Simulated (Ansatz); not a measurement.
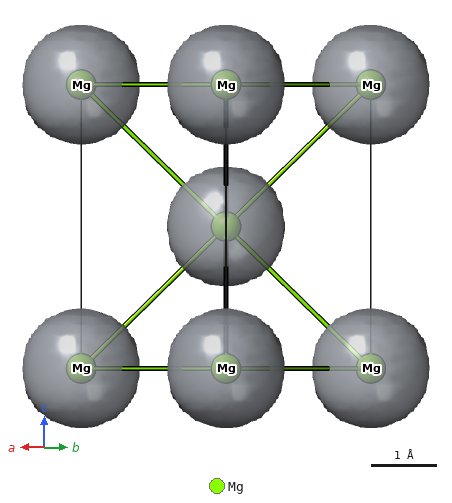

*Mg. Isosurface of the valence electron density at 0.15 e/Å³ (grey), seen along [110]. Sticks mark near contacts.*

Space group I4/mmm; a structure from a database of computed crystals, not necessarily the ambient phase; changed on purpose from its base cell (zz strain of -2 %, PAW files).

These are results of DFT, PBE, PAW with Ansatz's default frozen-core files, scalar-relativistic (Ansatz), not measurements.

Input file:

```
crystal:
  lattice:
    - [0.0, 2.244256, 2.19937088]
    - [2.244256, 0.0, 2.19937088]
    - [2.244256, 2.244256, 0.0]
  atoms:
    - { symbol: Mg, position: [0.0, 0.0, 0.0] }
kpoints:
  mp_grid: { grid: [16, 16, 16] }
scf:
  occupations: { method: fermi_dirac, width: 0.03 }
hamiltonian:
  xc: pbe
  pseudopotentials: { kind: paw }
output:
  forces: true
  stress: true
  eigenvalues: true
  efg: { contact_densities: true }
  write_density: true
  write_potential: true
  elf: true
  volumetric_format: npy
```

Command:

```sh
ansatz run input.yaml --threads 1 --pin off --max-ram 3072MiB --backend cpu --events-out ev --progress --plain --runs-dir out
```

Below, planes, directions and counts refer to the conventional cell (a = 3.17 Å, b = 3.17 Å, c = 4.40 Å, α = 90.00°, β = 90.00°, γ = 90.00°).

What does this surface tell about the bonding?

At this value the density breaks into separate islands; it holds about 80 % of the electrons treated as valence (semicore included). It bridges none of the near contacts. It is pinched off along the shortest Mg–Mg (3.14 Å) contacts. On the grid the lowest density along these lines, outside the cores, is 0.1 e/Å³ (Mg–Mg, 3.14 Å).

Metal or insulator at this level of theory?

It is metallic or semimetallic at this level of theory: no gap opens.
